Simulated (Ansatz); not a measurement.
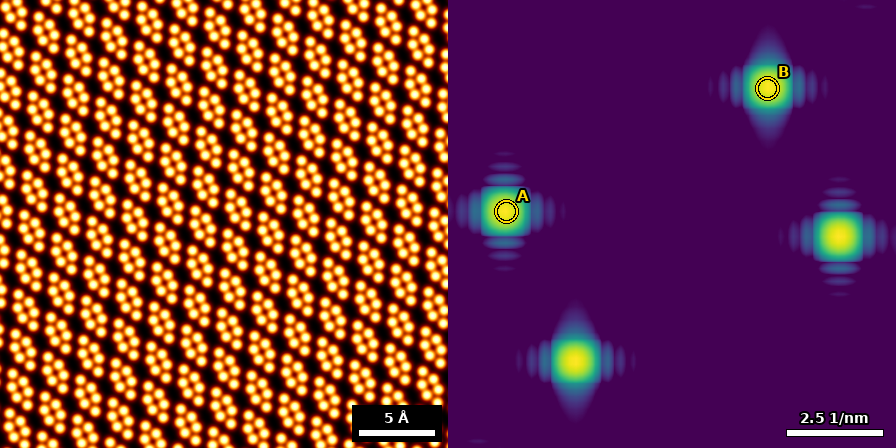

Z-contrast image of a crystal. Simulated incoherent Z contrast: every atom adds Z^1.6 spread by a probe of 0.50 Å full width; channelling and multiple scattering are left out. The display is stretched by a gamma of 0.65; percentages refer to the linear signal.

The right panel is the modulus of the image's Fourier transform on a logarithmic scale.

Q: Which lattice spacings do the marked spots stand for, and what angle do A and B enclose?

A: 2.3 Å, B: 2.3 Å; A and B enclose about 121°.

The crystal is Ru (P6_3/mmc, No. 194) along [101]; the spots are (-1 1 1) and (1 0 -1). Structure: the geometry relaxed with DFT PBEsol, scalar-relativistic, plane waves, PAW in Ansatz 0.2.0; the starting structure was generated, so it need not be a known form of this composition.
